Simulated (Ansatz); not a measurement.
## What a change does: single-point calculation on MgO

System: MgO (8 atoms in the cell).
Method of run 1: DFT PBEsol, scalar-relativistic, plane waves, PAW, no spin polarisation (Ansatz 0.2.0).

The structure derives from an entry of the Crystallography Open Database. Text and figures count atoms from 1; the logs count them from 0 in places.

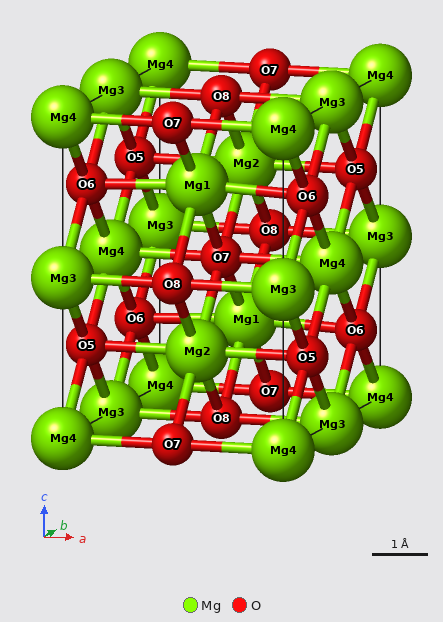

**Figure 1.** The structure as given in the input (ball-and-stick view of the cell 2 times as large as that of the calculation, set on its symmetry axes, seen slightly off an axis; atoms are numbered from 1 in the order of the input). An atom can appear more than once, as a periodic image. Near neighbours in the periodic cell (some may lie outside the picture): Mg has 6 O at 2.07 to 2.21 Å; O has 6 Mg at 2.07 to 2.21 Å.

**Input file, run 1**
```yaml
crystal:
  lattice:
    - [4.2703, 0.0, 0.0]
    - [0.0, -4.2703, 0.0]
    - [0.0, 0.0, -4.2703]
  atoms:
    - { symbol: Mg, position: [0.0165587144, 0.4834412856, 0.5] }
    - { symbol: Mg, position: [0.5, 0.0, 0.5] }
    - { symbol: Mg, position: [0.5, 0.5, 0.0] }
    - { symbol: Mg, position: [0.0, 0.0, 0.0] }
    - { symbol: O, position: [0.5, 0.0, 0.0] }
    - { symbol: O, position: [0.0, 0.5, 0.0] }
    - { symbol: O, position: [0.0, 0.0, 0.5] }
    - { symbol: O, position: [0.5, 0.5, 0.5] }
basis:
  ecutwfc: 420
kpoints:
  mp_grid: { grid: [6, 6, 6] }
hamiltonian:
  xc: pbesol
scf:
  occupations: { method: gaussian, width: 0.05 }
output:
  forces: true
  stress: true
  eigenvalues: true
  write_density: true
  write_potential: true
  elf: true
  volumetric_format: npy
```

Command:
```bash
ansatz run input.yaml --threads 2 --pin off --max-ram 5120MiB --backend cpu --events-out ev --progress --plain --runs-dir out
```

Hardware: 2 threads of Intel Xeon @ 2.90GHz (Ice Lake), 192 GiB of memory available, shared host.

**Output, shortened to warnings, some set-up lines, iterations and results (run 1)**
```
Basis set: ecut = 420 eV, 1503 PW (Γ), exchange–correlation on 60×60×60 points (8 copies of the dense FFT grid, shifted against one another)
Symmetry: 4 space group operations
k-points: 52 of 216 (time reversal used)
Initial density: superposition of atomic densities (neutral atoms: chi_scale 0, normalization atom), corrected by the library's trained network
[...]
SCF iter   1: F=—  HF=-9903.425839 eV  |F-HF|=—  |Δ(HF+E_count)|=         —  Δρ=1.41e-2  dr2=1.24e-1  ethr=1.77e-3  ⟨swp⟩=5.9  Hψ=8586  notcnv=0  defer=10
SCF iter   2: F=—  HF=-9903.392407 eV  |F-HF|=—  |Δ(HF+E_count)|=   3.34e-2  Δρ=4.54e-3  dr2=1.58e-2  ethr=1.95e-4  ⟨swp⟩=2.1  Hψ=3027  notcnv=0  defer=150
SCF iter   3: F=—  HF=-9903.388402 eV  |F-HF|=—  |Δ(HF+E_count)|=   4.00e-3  Δρ=9.31e-4  dr2=3.91e-4  ethr=2.47e-5  ⟨swp⟩=2.0  Hψ=2732  notcnv=0  defer=150
SCF iter   4: F=—  HF=-9903.388383 eV  |F-HF|=—  |Δ(HF+E_count)|=   1.91e-5  Δρ=1.43e-4  dr2=1.05e-5  ethr=6.11e-7  ⟨swp⟩=2.1  Hψ=2915  notcnv=0  defer=150
SCF iter   5: F=—  HF=-9903.387248 eV  |F-HF|=—  |Δ(HF+E_count)|=   1.14e-3  Δρ=4.29e-5  dr2=7.51e-7  ethr=1.64e-8  ⟨swp⟩=2.0  Hψ=3594  notcnv=0  defer=150
SCF iter   6: F=-9903.387248 eV  HF=-9903.387248 eV  |F-HF|=7.01e-8  |Δ(HF+E_count)|=   4.55e-7  Δρ=1.21e-5  dr2=7.89e-8  ethr=1.56e-10  ⟨swp⟩=12.3  Hψ=14704  notcnv=0
SCF 1 converged in 6 iterations: F = -9903.387248 eV  dr2 = 7.89e-8
SCF converged after 6 iterations
Free energy (F): -9903.387248 eV
Harris-Foulkes:  -9903.387248 eV  (|F-HF|=7.01e-8)
Internal energy: -9903.387248 eV  (E = F + TS)
E sigma→0 (E₀):  -9903.387248 eV
Fermi energy:    9.635425 eV
--- Per-component energies (eV) ---
  E_band       = -1202.310717
  E_kinetic    = 1015.328501
  E_local      = -6511.419692  (includes V_loc(G=0)·N_el)
  E_nonlocal   = 574.725043
  E_hartree    = 2249.344375
  E_xc         = -414.089857
  E_vxc        = -533.476718  (∫ρ·V_xc dr)
  E_paw        = -1732.622340  (= ΣΔE_a)
  E_vpaw       = -246.147918  (= ΣTr[D̂ρ^β])
  E_aug_tail   = 0.009781  (compensation charges beyond the density's cutoff)
  E_ewald      = -5085.039659
  E_core_change = 0.376601  (= ΣΔE_core)
  E_smearing   = -0.000000  (= −TS)
  E_closure    = -0.000000  (closes the sum)
  Σ components = -9903.387248   (vs F -9903.387248, Δ=0.00e0)
--- Forces (eV/Å), atoms counted from 1 ---
  atom   1  Mg    -0.59946626    -0.59946626     0.00000000
  atom   2  Mg     0.16738309     0.16738309     0.00000000
  atom   3  Mg     0.16495626    -0.04800886     0.00000000
  atom   4  Mg    -0.04800886     0.16495626     0.00000000
  atom   5  O     -0.01868941    -0.01868941     0.00000000
  atom   6  O      0.10295080     0.10295080     0.00000000
  atom   7  O      0.10063297     0.13023243     0.00000000
  atom   8  O      0.13023243     0.10063297     0.00000000
  max |Σ_I F_I| component: 8.99e-6 eV/Å
--- Stress (GPa, compression-positive) ---
       -5.387658       0.009050       0.000000
        0.009050      -5.387658       0.000000
        0.000000       0.000000      -5.733663
  P = ⅓ Tr σ = -5.5030 GPa (-55.030 kbar)
```

Run 2 used a changed input.

**The two runs side by side**

```tsv
quantity	run 1	run 2
outcome	converged	converged
free energy per atom (eV)	−1237.9234	−1237.9278
gap on the mesh (eV)	4.25	4.25
pressure (GPa)	−5.50	−5.72
largest force (eV/Å)	0.848	0.335
SCF iterations	6	6
irreducible k-points	52	52
plane waves at Γ	1503	1503
wall time (shared host)	12 s	11 s
```

Which change of the input explains these differences?

The change (lines with − go, lines with + come):
```diff
-    - { symbol: Mg, position: [0.0165587144, 0.4834412856, 0.5] }
+    - { symbol: Mg, position: [-0.0066234858, 0.5066234858, 0.5] }
```

With the same functional and potentials, run 2 lies 4.4 meV per atom lower. The pressure goes from −5.50 to −5.72 GPa. The largest force goes from 0.848 to 0.335 eV/Å. The number of SCF iterations is the same.

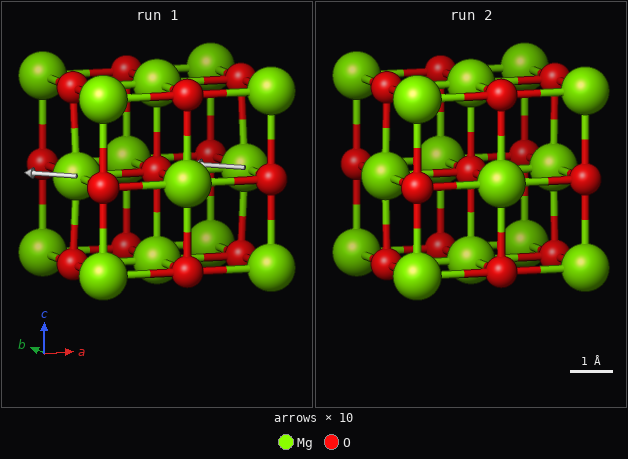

**Figure 2.** The two input geometries at one scale (ball-and-stick view of the cell of the calculation, seen slightly off an axis). The white arrows on the first give the shifts of the atoms relative to the cell, magnified 10 times. The largest move is that of a Mg atom, 0.14 Å. O stays in place. The cell stays as it was. Among the contacts that change: Mg–O 2.207 → 2.107 Å, Mg–O 2.066 → 2.164 Å.

**Output, shortened to warnings, some set-up lines, iterations and results (run 2)**
```
Basis set: ecut = 420 eV, 1503 PW (Γ), exchange–correlation on 60×60×60 points (8 copies of the dense FFT grid, shifted against one another)
Symmetry: 4 space group operations
k-points: 52 of 216 (time reversal used)
Initial density: superposition of atomic densities (neutral atoms: chi_scale 0, normalization atom), corrected by the library's trained network
[...]
SCF iter   1: F=—  HF=-9903.461209 eV  |F-HF|=—  |Δ(HF+E_count)|=         —  Δρ=1.41e-2  dr2=1.24e-1  ethr=1.77e-3  ⟨swp⟩=5.8  Hψ=8612  notcnv=0  defer=5
SCF iter   2: F=—  HF=-9903.428010 eV  |F-HF|=—  |Δ(HF+E_count)|=   3.32e-2  Δρ=4.52e-3  dr2=1.57e-2  ethr=1.94e-4  ⟨swp⟩=2.1  Hψ=2996  notcnv=0  defer=152
SCF iter   3: F=—  HF=-9903.424036 eV  |F-HF|=—  |Δ(HF+E_count)|=   3.97e-3  Δρ=9.30e-4  dr2=3.89e-4  ethr=2.46e-5  ⟨swp⟩=2.0  Hψ=2729  notcnv=0  defer=152
SCF iter   4: F=—  HF=-9903.424015 eV  |F-HF|=—  |Δ(HF+E_count)|=   2.11e-5  Δρ=1.31e-4  dr2=9.41e-6  ethr=6.08e-7  ⟨swp⟩=2.0  Hψ=2701  notcnv=0  defer=152
SCF iter   5: F=—  HF=-9903.422657 eV  |F-HF|=—  |Δ(HF+E_count)|=   1.36e-3  Δρ=3.74e-5  dr2=5.70e-7  ethr=1.47e-8  ⟨swp⟩=2.0  Hψ=3592  notcnv=0  defer=152
SCF iter   6: F=-9903.422658 eV  HF=-9903.422658 eV  |F-HF|=4.51e-8  |Δ(HF+E_count)|=   4.14e-7  Δρ=9.82e-6  dr2=5.69e-8  ethr=1.56e-10  ⟨swp⟩=12.2  Hψ=13998  notcnv=0
SCF 1 converged in 6 iterations: F = -9903.422658 eV  dr2 = 5.69e-8
SCF converged after 6 iterations
Free energy (F): -9903.422658 eV
Harris-Foulkes:  -9903.422658 eV  (|F-HF|=4.51e-8)
Internal energy: -9903.422658 eV  (E = F + TS)
E sigma→0 (E₀):  -9903.422658 eV
Fermi energy:    9.637597 eV
--- Per-component energies (eV) ---
  E_band       = -1202.243891
  E_kinetic    = 1015.235688
  E_local      = -6507.960716  (includes V_loc(G=0)·N_el)
  E_nonlocal   = 574.705524
  E_hartree    = 2247.713339
  E_xc         = -414.062514
  E_vxc        = -533.440833  (∫ρ·V_xc dr)
  E_paw        = -1732.645292  (= ΣΔE_a)
  E_vpaw       = -246.205251  (= ΣTr[D̂ρ^β])
  E_aug_tail   = 0.009789  (compensation charges beyond the density's cutoff)
  E_ewald      = -5086.795076
  E_core_change = 0.376601  (= ΣΔE_core)
  E_smearing   = -0.000000  (= −TS)
  E_closure    = -0.000000  (closes the sum)
  Σ components = -9903.422658   (vs F -9903.422658, Δ=0.00e0)
--- Forces (eV/Å), atoms counted from 1 ---
  atom   1  Mg     0.23713469     0.23713469     0.00000000
  atom   2  Mg    -0.06625264    -0.06625264     0.00000000
  atom   3  Mg    -0.06609772     0.01909858     0.00000000
  atom   4  Mg     0.01909858    -0.06609772     0.00000000
  atom   5  O      0.00742104     0.00742104     0.00000000
  atom   6  O     -0.04109738    -0.04109738     0.00000000
  atom   7  O     -0.04095019    -0.04925612     0.00000000
  atom   8  O     -0.04925612    -0.04095019     0.00000000
  max |Σ_I F_I| component: 2.67e-7 eV/Å
--- Stress (GPa, compression-positive) ---
       -5.700086       0.001756       0.000000
        0.001756      -5.700086       0.000000
        0.000000       0.000000      -5.755445
  P = ⅓ Tr σ = -5.7185 GPa (-57.185 kbar)
```

For run 1: The cell is under a tension of 5.5 GPa at this level, so it is not at its equilibrium volume. For run 2: The cell is under a tension of 5.7 GPa at this level, so it is not at its equilibrium volume.
